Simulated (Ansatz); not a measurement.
System: AlCo₂.

```xyz
3
Lattice="3.9476 0.0000 0.0000 -1.9738 3.4187 0.0000 0.0000 0.0000 2.5862" Properties=species:S:1:pos:R:3 pbc="T T T"
Al    0.0000    0.0000    0.0000
Co    0.0000    2.2791    1.2931
Co    1.9738    1.1396    1.2931
```

Space group P6/mmm; a structure generated by program, which may or may not match a known phase; computed without spin polarisation.

The calculation used DFT PBE, scalar-relativistic, plane waves, PAW (Ansatz 0.2.0).

What will maps of the valence pseudo-density and electron localisation function show?

Co–Co (2.28 Å): ρ at the midpoint is about 0.49 e/Å³; the ELF is about 0.30 at the midpoint (no localised pair shows between them).
Al–Al (2.59 Å): ρ is about 0.26 e/Å³ halfway; the ELF reaches about 0.55 near the midpoint.
Al–Co (2.62 Å): ρ is about 0.27 e/Å³ halfway; the ELF is about 0.40 at the midpoint.

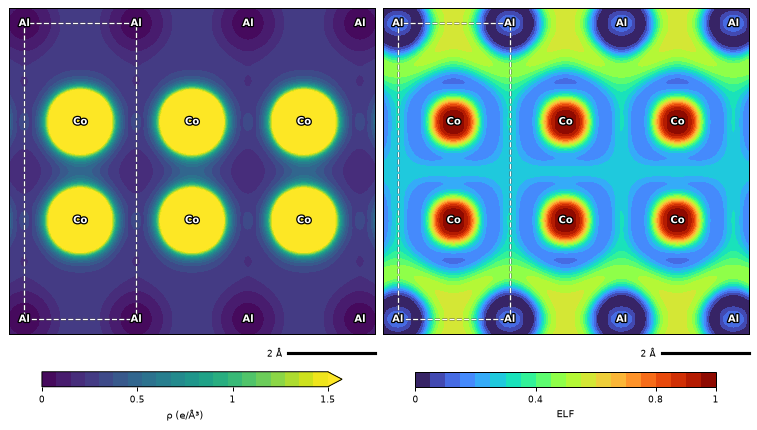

Computed valence pseudo-density and electron localisation function on the (110) plane of the conventional cell, in this order. 
